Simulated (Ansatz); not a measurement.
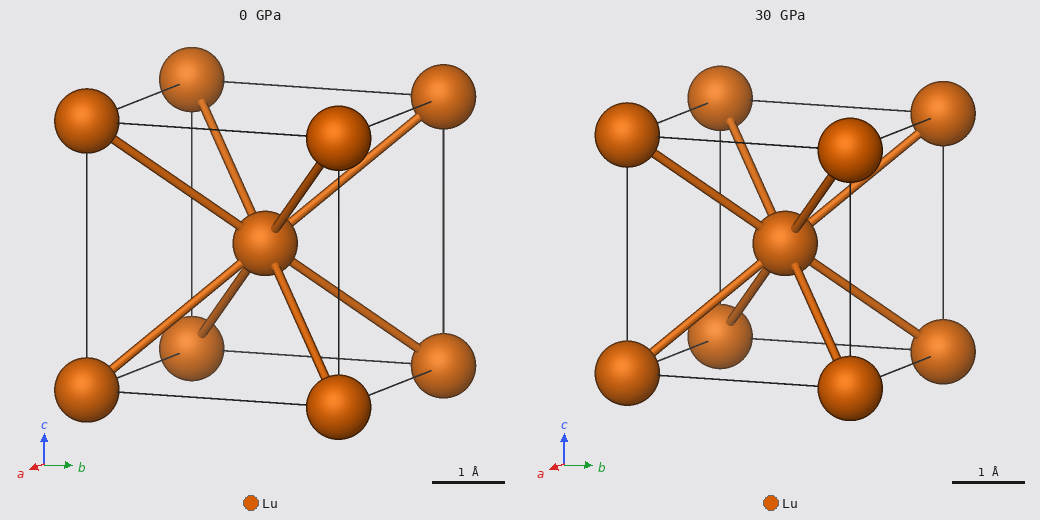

Lu, body-centred cubic (W type), space group Im-3m (No. 229), relaxed (cell and atoms) under a series of hydrostatic pressures; the conventional cell is drawn at the lowest and the highest, to one scale (sticks follow a distance rule). The start was a structure listed in the Materials Project. This isn't the form of Lu at room conditions, which is hcp.

Alike in all runs: Ansatz 0.2.0; functional PBEsol; potentials Ansatz PAW; cutoff 420 eV; k mesh 10 × 10 × 10 on the run's cell of 1 atom; occupations fermi-dirac, width 0.05 eV; no spin polarisation; no spin-orbit coupling.

```tsv
pressure (GPa)	volume (Å³/atom)	a (Å)
0.0	27.908	3.822
2.0	26.822	3.771
5.0	?	?
10.0	23.554	3.612
20.0	21.078	3.480
30.0	19.377	3.384
```

Question: What equation of state do the given rows imply, and what volume does it predict for the missing row?

Answer: The fit gives V0 = 27.94 Å³/atom, B0 = 43 GPa and B0′ = 3.6, which puts the volume at 5.0 GPa at 25.36 Å³/atom. The run gave volume 25.407 Å³/atom; a 3.704 Å.

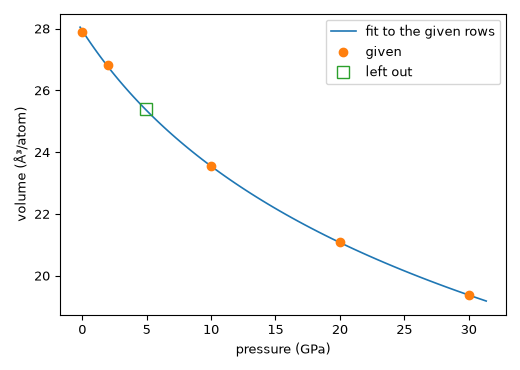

Volume against pressure, with the fit. The structure was kept in its own symmetry, so a change to another phase within this range wouldn't be seen.

Caveat: the plane-wave basis is chosen anew once the cell has moved, so the energies of steps on either side of that aren't comparable.
